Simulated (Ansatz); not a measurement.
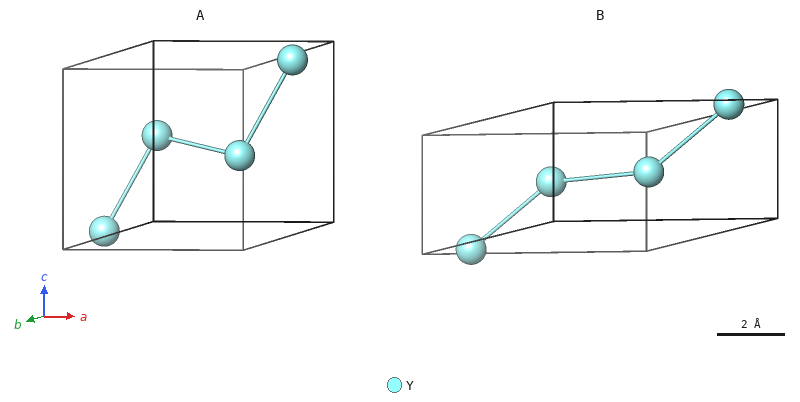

Two geometries of crystalline Y (built on the alpha-gallium_64 type), drawn at one scale. One is the start of a relaxation, the other its converged end. Style: ball-and-stick. Shown: the cell of the calculation, from a free direction.

The calculation used DFT PBEsol, scalar-relativistic, plane waves, PAW in Ansatz. Set-up: plane-wave cutoff 420 eV; k-point mesh 10 × 10 × 8; occupations gaussian; smearing width 0.1 eV; no spin polarisation; cell and atoms relaxed; force threshold 0.01 eV/Å; at most 80 steps.

Which of the two is the end point?

Structure B is the relaxed one. Case: alpha-gallium type (Cmce, No. 64). After 14 accepted moves (16 points after the start) the energy has fallen by 2.758 eV per cell of the calculation. Largest force component: 0.12 eV/Å at the start, 0.00071 eV/Å at the end. The pressure goes from 0.51 to 0.00 GPa. At 2 points the geometry stayed and the basis and grid were re-selected for the new cell (energy shift of 25.9 meV per cell of the calculation at most each time). The largest moves relative to the cell, 0.34 Å, are those of Y atoms. The volume changes by −10.5 %, with a = b 5.415 → 6.751 Å (+24.7 %), c 5.511 → 3.632 Å (−34.1 %), γ 118.9° → 130.1°. Near-neighbour distances that change, for instance: Y–Y 5.511 → 3.632 Å, Y–Y 4.548 → 3.379 Å, Y–Y 3.410 → 3.966 Å, Y–Y 2.974 → 3.361 Å. New bonds form: Y–Y (4.55 → 3.38 Å). Among the angles between lasting bonds that change: Y–Y–Y 113.1° → 66.7°, Y–Y–Y 106.5° → 146.6°, Y–Y–Y 61.8° → 72.8°. The space group (tolerance 0.01 Å) goes from Cmce (No. 64) to Fmmm (No. 69).
